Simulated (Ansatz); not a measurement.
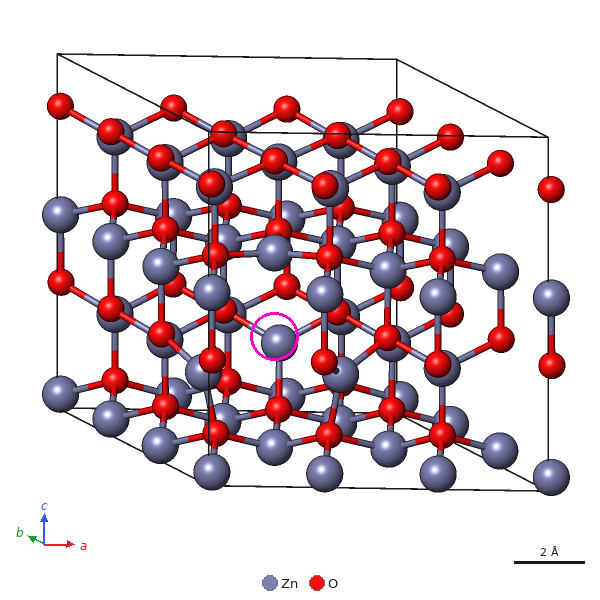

The crystal in a ball-and-stick representation, seen from a general direction. The frame is the supercell; atoms at its boundary are shown with their periodic copies. The host is ZnO, in a cell of 72 sites, and the cell carries a charge of +2. A ring marks the defect's site.

What defect is present?

An oxygen vacancy. Around the empty site lie four Zn at about 2.4 to 2.5 Å.

The atoms were relaxed in the host's cell with DFT PBE, scalar-relativistic, plane waves, PAW in Ansatz.
